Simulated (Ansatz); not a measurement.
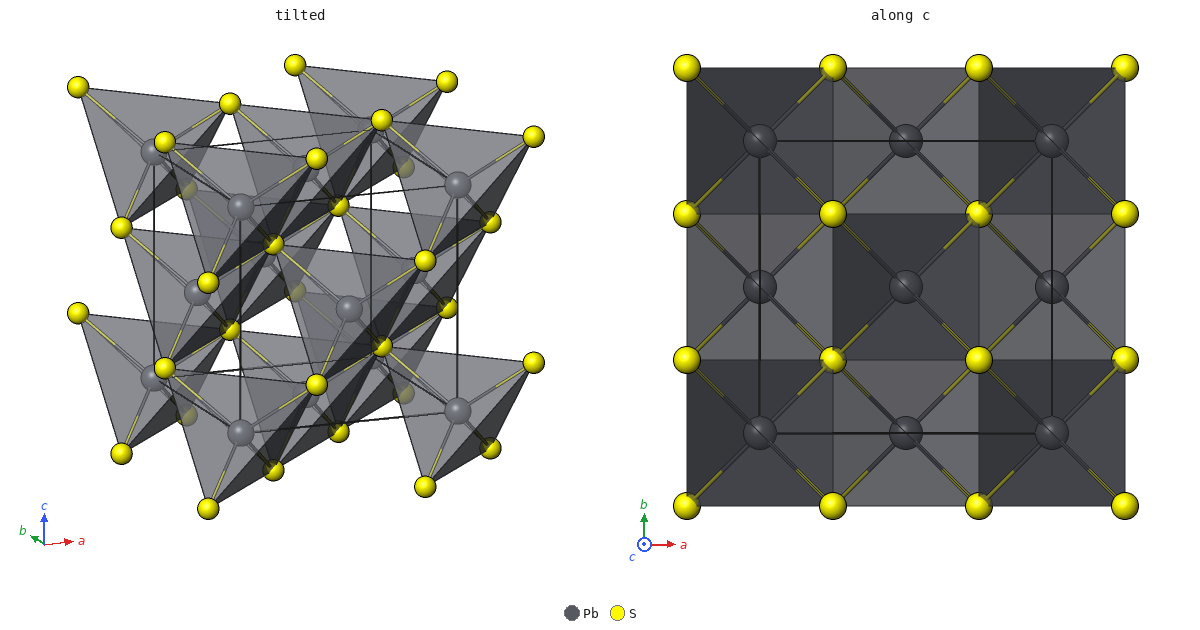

Structure drawing (polyhedral), viewed slightly off an axis and along the c axis. Thin lines show the conventional unit cell, with boundary atoms drawn in all their periodic places. A few atoms beyond the faces are included.

PbS, zinc blende (sphalerite type), space group F-43m (No. 216), a = 6.648 Å, b = 6.648 Å, c = 6.648 Å, α = 90.00°, β = 90.00°, γ = 90.00°. Its origin is a structure type filled with these elements by a generator (whether the compound takes this form wasn't checked). Earlier steps of the study, as a rule a relaxation of our own, may have changed the cell and positions, so they can lie some per cent off the listed ones. It was the input of a calculation with Ansatz.

This one geometry was computed with Ansatz (DFT, plane waves, PAW) at six levels of theory: PBE with spin-orbit coupling, PBE, LDA, r2SCAN, PBEsol and HSE06.

**Which level gives the highest pressure at this volume, and what does that say about its equilibrium volume?**

Highest: PBE with spin-orbit coupling (-0.1 GPa) and PBE (0.0 GPa), which points to the largest equilibrium volume. Lowest, with the smallest volume: LDA (-2.8 GPa). Levels within 0.5 GPa of each other can't be told apart.

**How does the band gap change with the level of theory?**

LDA: a gap of 0.71 eV on the k-mesh; PBEsol: a gap of 0.80 eV on the k-mesh; PBE with spin-orbit coupling: a gap of 0.80 eV on the k-mesh; PBE: a gap of 0.89 eV on the k-mesh; r2SCAN: a gap of 1.04 eV on the k-mesh; HSE06: a gap of 1.35 eV on the k-mesh.

**Collect the results in a table.**

| level | cutoff (eV) | k-mesh of the run's cell | gap (eV) | pressure (GPa) |
| --- | --- | --- | --- | --- |
| PBE with spin-orbit coupling | 420 | 10×10×10 | 0.80 | -0.1 |
| PBE | 420 | 10×10×10 | 0.89 | 0.0 |
| LDA | 420 | 10×10×10 | 0.71 | -2.8 |
| r2SCAN | 500 | 10×10×10 | 1.04 | -0.8 |
| PBEsol | 420 | 10×10×10 | 0.80 | -1.7 |
| HSE06 | 420 | 4×4×4 | 1.35 | -0.7 |

Gaps are taken on the k-mesh or band path of each run.
